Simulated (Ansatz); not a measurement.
**Geometry relaxation, with input and output: HfSi2O6 (part 1 of 2)**

System: HfSi2O6 (P-3m1, 9 atoms in the cell).
Method: DFT PBE, scalar-relativistic, plane waves, PAW, no spin polarisation (Ansatz 0.2.0).

The structure was made by a generator, so it may or may not be a known phase. Figures and captions count atoms from 1; the log counts them from 0 in places.

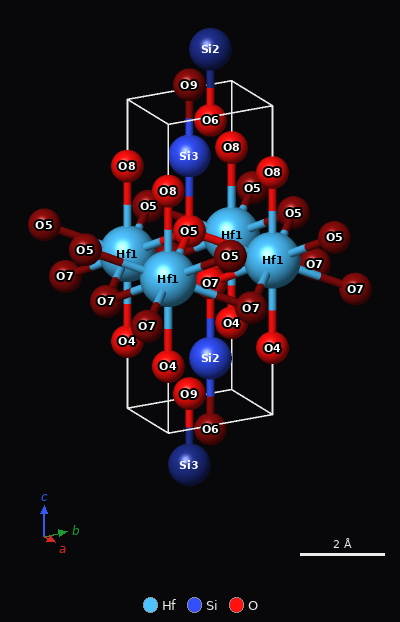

**Figure 1.** The starting structure (ball-and-stick view of the cell of the calculation, seen slightly off an axis; neighbours outside the cell are drawn fainter; atoms are numbered from 1 in the order of the input). An atom can appear more than once, as a periodic image.

**Key numbers**

```csv
quantity,value
outcome,converged
space group (tolerance 0.01 Å),P-3m1 (164)
electrons treated,70
free energy,−20401.6629 eV
Fermi energy,14.021 eV
gap on the k-point mesh,1.90 eV
pressure,0.01 GPa
final volume,82.24 Å³
largest force (length of the vector) at the end,0.003 eV/Å
final cell,"a = 3.565 Å, b = 3.565 Å, c = 7.471 Å, α = 90.00°, β = 90.00°, γ = 120.00°"
hardware,"1 thread of Intel Xeon @ 2.50GHz (Skylake/Cascade Lake), 189 GiB of memory available, shared host"
wall time,1.7 min
peak memory,0.52 GiB
```

Spin–orbit coupling is left out, which matters for Hf.

**Input file**
```yaml
crystal:
  lattice:
    - [3.5642213159, 0.0, 0.0]
    - [-1.782110658, 3.0867062043, 0.0]
    - [0.0, 0.0, 7.4737738311]
  atoms:
    - { symbol: Hf, position: [0.0, 0.0, 0.5] }
    - { symbol: Si, position: [0.3333333333, 0.6666666667, 0.1490542067] }
    - { symbol: Si, position: [0.6666666667, 0.3333333333, 0.8509457933] }
    - { symbol: O, position: [0.0, 0.0, 0.2161810008] }
    - { symbol: O, position: [0.6666666667, 0.3333333333, 0.6070691574] }
    - { symbol: O, position: [0.3333333333, 0.6666666667, 0.9189701655] }
    - { symbol: O, position: [0.3333333333, 0.6666666667, 0.3929308426] }
    - { symbol: O, position: [0.0, 0.0, 0.7838189992] }
    - { symbol: O, position: [0.6666666667, 0.3333333333, 0.0810298345] }
basis:
  ecutwfc: 420
kpoints:
  mp_grid: { grid: [12, 12, 4] }
hamiltonian:
  xc: pbe
scf:
  occupations: { method: gaussian, width: 0.02 }
output:
  forces: true
  stress: true
  eigenvalues: true
relax:
  adjacent_minimum: "off"
  f_tol: 0.01
  max_steps: 80
  cell: { stress_tol: 0.05 }
```

Run as:
```bash
ansatz run input.yaml --threads 1 --pin off --max-ram 2560MiB --backend cpu --events-out ev --progress --plain --runs-dir out
```

**The program's output**
```
Engine: ansatz 0.2.0, x86_64-unknown-linux-gnu
Pseudopotentials: kind: paw
Pseudopotential: Hf, paw, valence charge 26, recommended cutoff 420 eV (normal), Hf.paw.azcp
Pseudopotential: Si, paw, valence charge 4, recommended cutoff 420 eV (normal), Si.paw.azcp
Pseudopotential: O, paw, valence charge 6, recommended cutoff 420 eV (normal), O.paw.azcp
Functional definition: PBE
  parameter kappa = 0.804
  parameter beta = 0.06672455060314922
  exchange = pbe_x(kappa = kappa, mu = beta*pi^2/3)
  correlation = pbe_c(beta = beta)
Crystal: 9 atoms, lattice volume = 82.224 Å³
Basis set: ecut = 420 eV, 1567 PW (Γ), exchange–correlation on 48×48×100 points (8 copies of the dense FFT grid, shifted against one another)
Bands: 44, of which v1, the nominal top of the filled ones, is band 35 counted from 1 (34 counted from 0)
Symmetry: 12 space group operations
Space group: P-3m1 (ITA 164), of the structure as read, at distance tolerance 4.3e-5 Å
k-points: 69 of 576
Non-local potential: Hf, projectors of the file, l = 0: 3, l = 1: 2, l = 2: 2, l = 3: 3
Non-local potential: Si, projectors of the file, l = 0: 2, l = 1: 2, l = 2: 2
Non-local potential: O, projectors of the file, l = 0: 2, l = 1: 2, l = 2: 1
PAW form: soft (Blöchl's): semilocal exchange-correlation on the pseudo side does not see the compensation charge
PAW one-centre angular grid: Hf, 590 points (default); XC on 64 Gauss nodes
PAW one-centre angular grid: Si, 110 points (default); XC on 64 Gauss nodes
PAW one-centre angular grid: O, 110 points (default); XC on 64 Gauss nodes
Initial density: superposition of atomic densities (neutral atoms: chi_scale 0, normalization atom), corrected by the library's trained network
Initial wavefunctions: pseudopotential atomic-orbital guess
Functional: x = pbe(κ = 0.804, μ = 0.2195149727645171), c = pbe(β = 0.06672455060314922)
SCF iter   1: F=—  HF=-20401.678638 eV  |F-HF|=—  |Δ(HF+E_count)|=         —  Δρ=7.08e-3  dr2=8.16e-2  ethr=1.77e-3  ⟨swp⟩=6.0  Hψ=12412  notcnv=0  defer=4
preconditioner: auto → Resta (q_TF=auto, 2.656 Å⁻¹)  ε∞=5.2  [insulator: Δε(μ)=2.132 eV  Ē_g=16.469 eV  σ=0.020 eV  W_gap=1.00  n_scr=36 (ndim 8)  ℏωp=33.8 eV  f_vac=0.015  D(μ)=0.00/eV (n_scr^D=0)  ε∞_Penn≈5.2]
SCF iter   2: F=—  HF=-20401.665292 eV  |F-HF|=—  |Δ(HF+E_count)|=   1.33e-2  Δρ=3.39e-3  dr2=1.46e-2  ethr=1.17e-4  ⟨swp⟩=2.1  Hψ=4450  notcnv=0  defer=181
SCF iter   3: F=—  HF=-20401.663630 eV  |F-HF|=—  |Δ(HF+E_count)|=   1.66e-3  Δρ=1.62e-3  dr2=4.37e-3  ethr=2.09e-5  ⟨swp⟩=2.7  Hψ=4847  notcnv=0  defer=181
SCF iter   4: F=—  HF=-20401.663379 eV  |F-HF|=—  |Δ(HF+E_count)|=   2.52e-4  Δρ=7.24e-4  dr2=4.37e-4  ethr=6.24e-6  ⟨swp⟩=2.0  Hψ=4504  notcnv=0  defer=181
SCF iter   5: F=—  HF=-20401.663421 eV  |F-HF|=—  |Δ(HF+E_count)|=   4.18e-5  Δρ=3.25e-4  dr2=8.18e-5  ethr=6.24e-7  ⟨swp⟩=2.0  Hψ=4390  notcnv=0  defer=181
SCF iter   6: F=—  HF=-20401.662847 eV  |F-HF|=—  |Δ(HF+E_count)|=   5.74e-4  Δρ=9.91e-5  dr2=6.98e-6  ethr=1.17e-7  ⟨swp⟩=2.0  Hψ=5056  notcnv=0  defer=181
SCF iter   7: F=—  HF=-20401.662852 eV  |F-HF|=—  |Δ(HF+E_count)|=   4.86e-6  Δρ=4.87e-5  dr2=1.96e-6  ethr=9.97e-9  ⟨swp⟩=2.0  Hψ=5176  notcnv=0  defer=181
SCF iter   8: F=—  HF=-20401.662853 eV  |F-HF|=—  |Δ(HF+E_count)|=   1.24e-6  Δρ=1.04e-5  dr2=1.01e-7  ethr=2.80e-9  ⟨swp⟩=2.0  Hψ=5173  notcnv=0  defer=181
SCF iter   9: F=-20401.662853 eV  HF=-20401.662853 eV  |F-HF|=1.77e-9  |Δ(HF+E_count)|=   1.19e-7  Δρ=2.75e-6  dr2=6.14e-9  ethr=1.43e-10  ⟨swp⟩=9.5  Hψ=12059  notcnv=0
SCF 1 converged in 9 iterations: F = -20401.662853 eV  dr2 = 6.14e-9
  greatest PAW one-centre occupation: 0.999 electrons in one spin orbital (limit 2), on the Hf atom at site 0 (counted from 0), in its partial waves of l = 3
relax step   1: F+E_penalty+E_count = -20401.66285301 eV  Δ(F+E_penalty+E_count) = +0.000e0 eV  max|allowed force component| = 1.771e-2 eV/Å  Δτ_max = 0.0000 Å  P = +0.045 GPa  Ω = 82.224 Å³  (9 SCF iters, dr2 threshold 1.00e-7 eV, accepted)
Crystal: 9 atoms, lattice volume = 82.223 Å³
Initial density: handed on by an earlier stage of this run
Initial wavefunctions: those handed on with the density
iter 1 solved again at ethr=6.79e-9 eV; its pass at ethr=3.10e-3 eV (dr2=4.75e-6 eV) is discarded
SCF iter   1: F=—  HF=-20401.663494 eV  |F-HF|=—  |Δ(HF+E_count)|=         —  Δρ=1.02e-4  dr2=4.32e-6  ethr=6.79e-9  ⟨swp⟩=3.0  Hψ=12271  notcnv=0
preconditioner: auto → Resta (q_TF=auto, 2.656 Å⁻¹)  ε∞=5.2  [insulator: Δε(μ)=1.902 eV  Ē_g=16.462 eV  σ=0.020 eV  W_gap=1.00  n_scr=36 (ndim 8)  ℏωp=33.8 eV  f_vac=0.019  D(μ)=0.00/eV (n_scr^D=0)  ε∞_Penn≈5.2]
SCF iter   2: F=—  HF=-20401.662887 eV  |F-HF|=—  |Δ(HF+E_count)|=   6.08e-4  Δρ=5.25e-5  dr2=1.01e-6  ethr=6.17e-9  ⟨swp⟩=2.0  Hψ=5451  notcnv=0
SCF iter   3: F=—  HF=-20401.662887 eV  |F-HF|=—  |Δ(HF+E_count)|=   5.51e-8  Δρ=1.71e-5  dr2=1.79e-7  ethr=1.44e-9  ⟨swp⟩=2.0  Hψ=3997  notcnv=0
SCF iter   4: F=-20401.662887 eV  HF=-20401.662887 eV  |F-HF|=4.29e-10  |Δ(HF+E_count)|=   7.05e-9  Δρ=5.72e-6  dr2=1.95e-8  ethr=2.80e-11  ⟨swp⟩=3.5  Hψ=13215  notcnv=0
SCF 2 converged in 4 iterations: F = -20401.662887 eV  dr2 = 1.95e-8
relax step   2: F+E_penalty+E_count = -20401.66288659 eV  Δ(F+E_penalty+E_count) = -3.358e-5 eV  max|allowed force component| = 5.116e-3 eV/Å  Δτ_max = 0.0009 Å  P = +0.046 GPa  Ω = 82.223 Å³  energy of the carried Pulay correction = +7.042e-6 eV  (4 SCF iters, dr2 threshold 1.96e-8 eV, accepted)
Crystal: 9 atoms, lattice volume = 82.236 Å³
iter 1 solved again at ethr=2.75e-9 eV; its pass at ethr=3.10e-3 eV (dr2=1.92e-6 eV) is discarded
SCF iter   1: F=—  HF=-20401.663428 eV  |F-HF|=—  |Δ(HF+E_count)|=         —  Δρ=4.94e-5  dr2=1.85e-6  ethr=2.75e-9  ⟨swp⟩=2.0  Hψ=11744  notcnv=0
preconditioner: auto → Resta (q_TF=auto, 2.656 Å⁻¹)  ε∞=5.2  [insulator: Δε(μ)=1.904 eV  Ē_g=16.460 eV  σ=0.020 eV  W_gap=1.00  n_scr=36 (ndim 8)  ℏωp=33.8 eV  f_vac=0.019  D(μ)=0.00/eV (n_scr^D=0)  ε∞_Penn≈5.2]
SCF iter   2: F=—  HF=-20401.662820 eV  |F-HF|=—  |Δ(HF+E_count)|=   6.08e-4  Δρ=2.35e-5  dr2=5.21e-7  ethr=2.64e-9  ⟨swp⟩=2.0  Hψ=5451  notcnv=0
SCF iter   3: F=—  HF=-20401.662820 eV  |F-HF|=—  |Δ(HF+E_count)|=   8.69e-8  Δρ=1.16e-5  dr2=1.04e-7  ethr=7.44e-10  ⟨swp⟩=2.0  Hψ=4898  notcnv=0
SCF iter   4: F=—  HF=-20401.662820 eV  |F-HF|=—  |Δ(HF+E_count)|=   1.48e-8  Δρ=4.00e-6  dr2=1.11e-8  ethr=1.49e-10  ⟨swp⟩=2.4  Hψ=4906  notcnv=0
SCF iter   5: F=-20401.662820 eV  HF=-20401.662820 eV  |F-HF|=4.00e-10  |Δ(HF+E_count)|=   2.22e-9  Δρ=1.89e-6  dr2=3.13e-9  ethr=1.13e-11  ⟨swp⟩=4.2  Hψ=10211  notcnv=0
SCF 3 converged in 5 iterations: F = -20401.662820 eV  dr2 = 3.13e-9
relax step   3: F+E_penalty+E_count = -20401.66281967 eV  Δ(F+E_penalty+E_count) = +6.692e-5 eV  max|allowed force component| = 2.496e-3 eV/Å  Δτ_max = 0.0002 Å  P = +0.005 GPa  Ω = 82.236 Å³  energy of the carried Pulay correction = -6.419e-5 eV  (5 SCF iters, dr2 threshold 7.88e-9 eV, accepted)
Initial wavefunctions: pseudopotential atomic-orbital guess (no wavefunctions were taken with the density)
iter 1 solved again at ethr=1.25e-7 eV; its pass at ethr=3.10e-3 eV (dr2=8.72e-5 eV) is discarded
SCF iter   1: F=—  HF=-20401.663488 eV  |F-HF|=—  |Δ(HF+E_count)|=         —  Δρ=1.52e-5  dr2=9.75e-8  ethr=1.25e-7  ⟨swp⟩=3.0  Hψ=20487  notcnv=0
preconditioner: auto → Resta (q_TF=auto, 2.656 Å⁻¹)  ε∞=5.2  [insulator: Δε(μ)=1.904 eV  Ē_g=16.461 eV  σ=0.020 eV  W_gap=1.00  n_scr=36 (ndim 8)  ℏωp=33.8 eV  f_vac=0.019  D(μ)=0.00/eV (n_scr^D=0)  ε∞_Penn≈5.2]
SCF iter   2: F=—  HF=-20401.662881 eV  |F-HF|=—  |Δ(HF+E_count)|=   6.06e-4  Δρ=8.80e-6  dr2=3.89e-8  ethr=1.39e-10  ⟨swp⟩=3.0  Hψ=7677  notcnv=0
SCF iter   3: F=—  HF=-20401.662881 eV  |F-HF|=—  |Δ(HF+E_count)|=   4.47e-9  Δρ=5.05e-6  dr2=1.02e-8  ethr=5.56e-11  ⟨swp⟩=2.6  Hψ=4927  notcnv=0
SCF iter   4: F=—  HF=-20401.662881 eV  |F-HF|=—  |Δ(HF+E_count)|=   2.58e-9  Δρ=1.96e-6  dr2=1.48e-9  ethr=1.45e-11  ⟨swp⟩=2.5  Hψ=4553  notcnv=0
SCF iter   5: F=-20401.662881 eV  HF=-20401.662881 eV  |F-HF|=4.00e-11  |Δ(HF+E_count)|=  7.68e-10  Δρ=3.35e-7  dr2=7.11e-11  ethr=1.00e-12  ⟨swp⟩=3.2  Hψ=12846  notcnv=0
SCF 4 converged in 5 iterations: F = -20401.662881 eV  dr2 = 7.11e-11
relax step   4: F+E_penalty+E_count = -20401.66288142 eV  Δ(F+E_penalty+E_count) = -6.175e-5 eV  max|allowed force component| = 2.564e-3 eV/Å  Δτ_max = 0.0000 Å  P = +0.007 GPa  Ω = 82.236 Å³  stress off target by 1.06e-2 GPa  SCF on the basis re-selected at this cell (its energy is not comparable with the rows above)  (5 SCF iters)
```

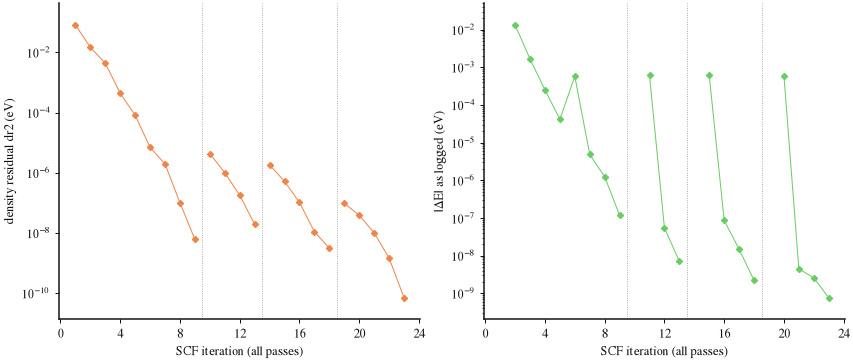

**Figure 2.** Convergence of the self-consistent field: density residual dr2 and size of the energy change against the SCF iteration. The dotted lines part the SCF passes of the relaxation: geometry steps, rejected trials and re-solves on a re-selected basis. The passes take 9, 4, 5 and 5 iterations.

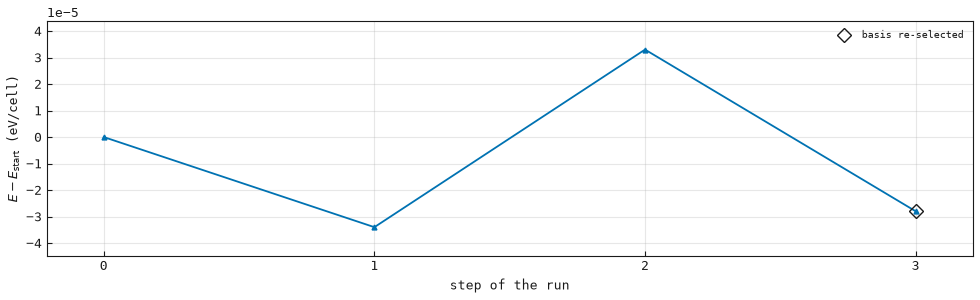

**Figure 3.** Progress of the relaxation, step by step (the first geometry is step 0 here and step 1 in the log). After 2 geometry steps the energy has risen by next to nothing (0.0 meV per cell of the calculation). The largest force component goes from 0.018 to 0.0026 eV/Å. The pressure goes from 0.05 to 0.01 GPa. The atoms keep their places relative to the cell (all moves are under 0.005 Å). The space group stays P-3m1 (No. 164). A last SCF at the same geometry on a re-selected plane-wave basis shifts the energy by −0.1 meV per cell of the calculation.
